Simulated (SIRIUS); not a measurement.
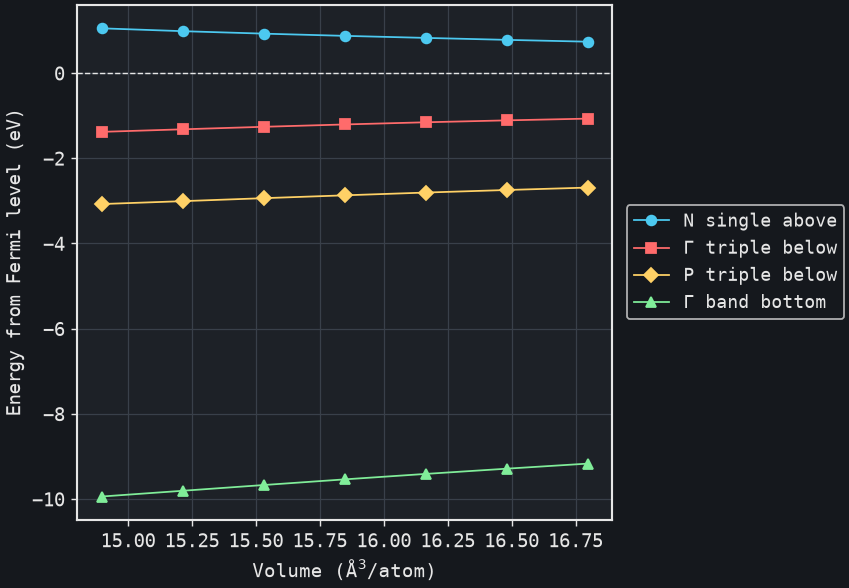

Levels at named k points against volume, from the Fermi level of each run. Each is named by its point, its degeneracy (spin aside) and its side of the Fermi level at the middle volume, where it is the nearest level on that side; the band bottom is the lowest valence level above the core-like shells.

System: bcc W, space group Im-3m (No. 229), 1 atom in the primitive cell. The cell is scaled at fixed shape and fractional positions; at the middle volume, cubic a = 3.165 Å. Level of theory: LDA, all-electron FP-LAPW, no spin polarisation, no spin-orbit coupling, 12×12×12 k mesh, Fermi-Dirac smearing of 0.05 eV; code SIRIUS 7.12.0.

> How does each level move against the Fermi level from 14.90 Å³/atom to 16.80 Å³/atom?

N single above goes from +1.05 to +0.73 eV, Γ triple below goes from −1.38 to −1.07 eV, P triple below goes from −3.08 to −2.69 eV and Γ band bottom goes from −9.94 to −9.17 eV.

> How does the occupied bandwidth scale with volume?

The Fermi level lies 9.94 eV above the band bottom at the smallest volume and 9.17 eV at the largest, a power law of about V^−0.68.

> Does any of these levels cross the Fermi level?

No: each stays on its side over the whole range; the nearest approach is 0.73 eV.

```csv
volume,N single above (eV),Γ triple below (eV),P triple below (eV),Γ band bottom (eV)
14.90 Å³/atom,1.05,−1.38,−3.08,−9.94
15.21 Å³/atom,0.98,−1.32,−3.01,−9.81
15.53 Å³/atom,0.92,−1.26,−2.94,−9.67
15.85 Å³/atom,0.87,−1.21,−2.87,−9.54
16.16 Å³/atom,0.82,−1.16,−2.81,−9.41
16.48 Å³/atom,0.78,−1.11,−2.75,−9.29
16.80 Å³/atom,0.73,−1.07,−2.69,−9.17
```

Spin-orbit coupling is left out, which matters for W. The Fermi level is that of this mesh and smearing.
